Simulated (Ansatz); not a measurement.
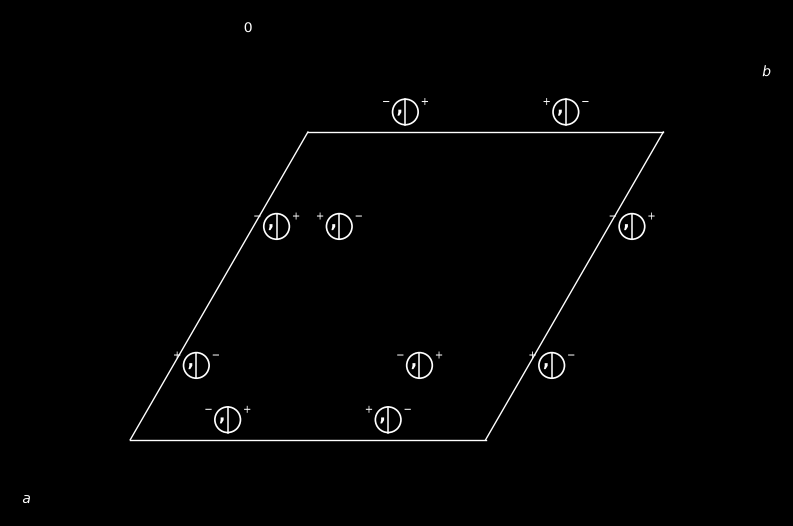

General positions of a space group, projected down c, computed from the operations of a computed or model structure of composition WSe2.

A circle is a general position, a comma marks the mirror image, + and − with a fraction give the height (along the projection axis: ½+ is ½ plus the coordinate, − is its negative), and a split circle stands for two positions above each other.

Q: Identify the space group.

A: No. 187, P-6m2; primitive hexagonal, point group -6m2, 12 general positions a cell.

Q: Write the general positions (in any order).

A: x, y, z; −x+y, −x, −z; −y, x−y, z; x, y, −z; −x+y, −x, z; −y, x−y, −z; −y, −x, −z; x, x−y, z; −x+y, y, −z; −y, −x, z; x, x−y, −z; −x+y, y, z
